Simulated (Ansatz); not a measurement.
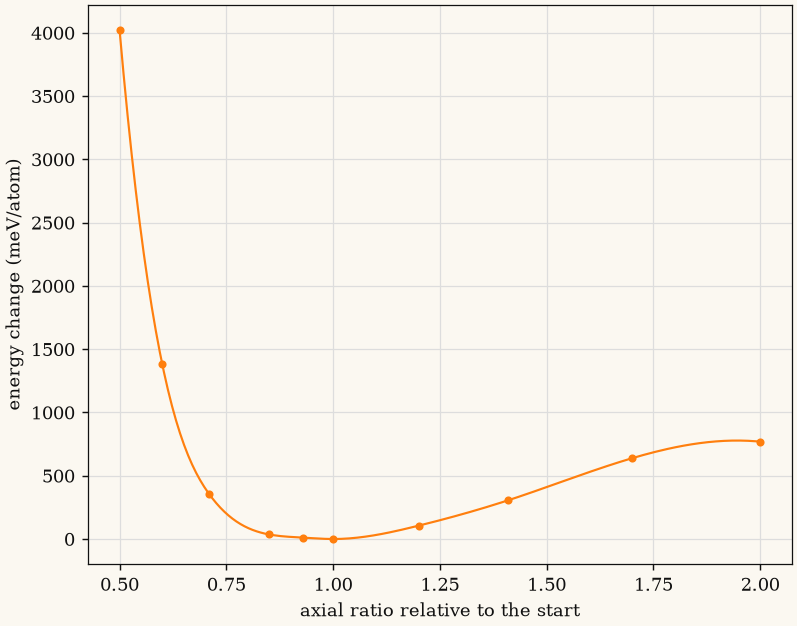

The plot gives the computed energy change against relative axial ratio for Zr, space group Im-3m (No. 229).

The given structure:
```xyz
1
Lattice="-1.8100 1.8100 1.8100 1.8100 -1.8100 1.8100 1.8100 1.8100 -1.8100" Properties=species:S:1:pos:R:3 pbc="T T T"
Zr    0.0000    0.0000    0.0000
```

How it was computed, with Ansatz 0.2.0: deformation of a crystal at fixed volume, lengths along the axis scaled against those across it, fractional coordinates fixed, by plane-wave density functional theory with PAW datasets, free energies less that of the undisturbed cell, pressure positive in compression; scalar-relativistic. Level: PBEsol, no spin polarisation.

wave cutoff 420 eV; k mesh 20×20×20; occupations Gaussian; smearing width 0.15 eV; k shift (0, 0, 0) (mesh steps); start as given; path trigonal; axis direction (0.5774, 0.5774, 0.5774) (Cartesian unit vector).

From this curve and the settings, what does the calculation give for the pressure at the same points?

The pressure goes from 53.8 GPa at relative axial ratio 0.50 to −0.6 GPa at 2.00, not monotonically, with a low of −6.8 GPa at 1.00, and changes sign near 0.70.

```json
{"axial ratio relative to the start": "0.50", "pressure (GPa)": "53.8"}
{"axial ratio relative to the start": "0.60", "pressure (GPa)": "15.0"}
{"axial ratio relative to the start": "0.71", "pressure (GPa)": "-1.7"}
{"axial ratio relative to the start": "0.85", "pressure (GPa)": "-6.3"}
{"axial ratio relative to the start": "0.93", "pressure (GPa)": "-6.7"}
{"axial ratio relative to the start": "1.00", "pressure (GPa)": "-6.8"}
{"axial ratio relative to the start": "1.20", "pressure (GPa)": "-6.5"}
{"axial ratio relative to the start": "1.41", "pressure (GPa)": "-5.0"}
{"axial ratio relative to the start": "1.70", "pressure (GPa)": "-1.6"}
{"axial ratio relative to the start": "2.00", "pressure (GPa)": "-0.6"}
```

Keep in mind: atoms far too close at some points of the scan; reference crystal is not relaxed.
